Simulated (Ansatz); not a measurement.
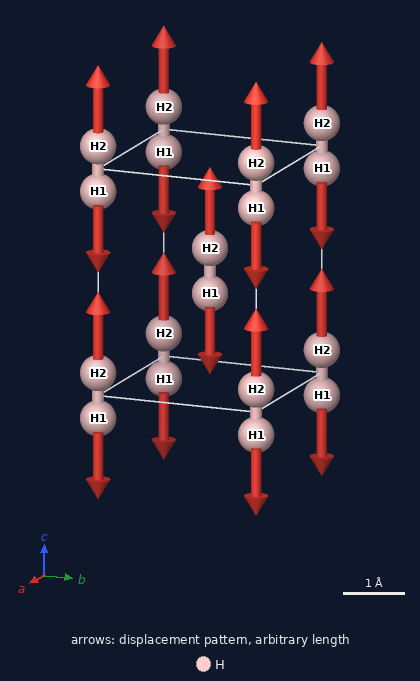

Phonons of a crystal of H, at the zone centre. The optical levels lie at 217 (×2), 4084 cm⁻¹. One mode is drawn. Displacements are drawn as red arrows; their common scale and sign are arbitrary. A ball-and-stick model of the conventional cell (2 times the calculation's cell), seen slightly off an axis. Lengths and directions refer to the drawn axes.

Computed with DFT LDA, scalar-relativistic, plane waves, PAW (Ansatz). Set-up: plane-wave cutoff 420 eV; k-point mesh 12 × 12 × 12; occupations fixed; no spin polarisation.

Frequencies are those without the non-analytic (LO–TO) term.

> Which of these frequencies is the drawn mode's?

The level at 4084 cm⁻¹. This is the A₁g mode, the highest optical level, Raman-active by symmetry. All motion is along c; atoms of one kind move against one another, with no net shift of their sublattice; of the bonds it mainly stretches H–H.
